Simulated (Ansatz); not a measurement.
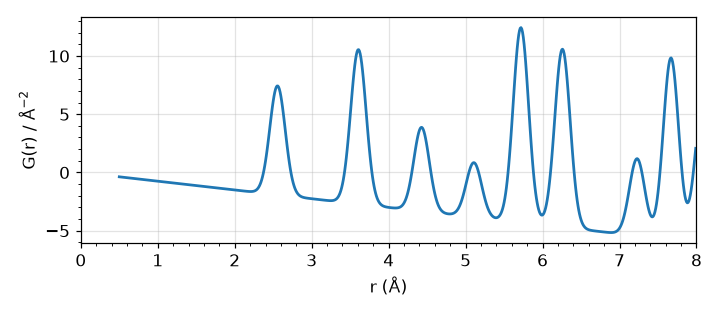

Simulated X-ray pair distribution function, G(r) = R(r)/r − 4πρ₀r, summed over the atomic distances of the structure with each pair weighted by the product of the atomic numbers (X-ray weights at Q = 0); every distance is a Gaussian of σ = 0.10 Å.

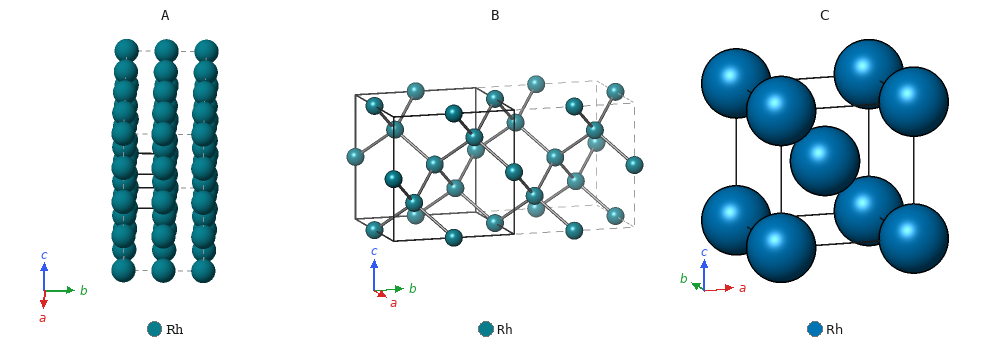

Candidate structures:

A. Rh, a = 2.556 Å, b = 2.556 Å, c = 2.556 Å, α = 90.00°, β = 90.00°, γ = 90.00°, Pm-3m

B. Rh, a = 5.462 Å, b = 5.462 Å, c = 5.462 Å, α = 90.00°, β = 90.00°, γ = 90.00°, Fd-3m

C. Rh, a = 3.073 Å, b = 3.073 Å, c = 3.073 Å, α = 90.00°, β = 90.00°, γ = 90.00°, Im-3m

Origins: A, the input geometry of an electronic-structure calculation (not necessarily at equilibrium); the starting structure was generated, so it need not be a known form of this composition; B, the end point of a relaxation with DFT, m-r2SCAN, plane waves (500 eV) with PAW, scalar-relativistic in Ansatz; the starting structure was generated, so it need not be a known form of this composition; C, the input geometry of an electronic-structure calculation (not necessarily at equilibrium); the starting structure was generated, so it need not be a known form of this composition.

> Which candidate gives this PDF?

Candidate A, Rh, Pm-3m (first clear peaks at 2.56 Å (Rh–Rh) and 3.61 Å (Rh–Rh)). The others: B would give first clear peaks at 2.37 Å (Rh–Rh) and 3.86 Å (Rh–Rh); C would give first clear peaks at 2.66 Å (Rh–Rh) and 3.07 Å (Rh–Rh).
